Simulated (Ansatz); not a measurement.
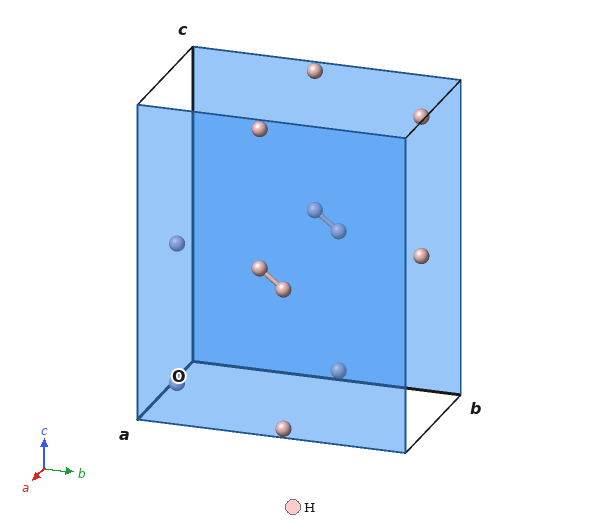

Crystal: H, coordinates from a relaxation with DFT r2SCAN, scalar-relativistic, plane waves, PAW (Ansatz). Every member of one family of equally spaced planes, hx + ky + lz = a whole number, that cuts the unit cell is shaded (one member passes through the origin O). The drawing is computed from the coordinates (standard cell, symmetry found to 0.002 Å).

a = 3.957 Å, b = 6.623 Å, c = 7.894 Å, α = 90.00°, β = 90.00°, γ = 90.00°.

What are the Miller indices?

(1 0 0); the opposite sign names the same planes. The member next to the origin meets the axes a at 1, b never, c never.

What is the spacing?

d = 3.957 Å.

Which atoms of the cell lie in these planes (within 0.03 Å)?

4 of the 8 H.
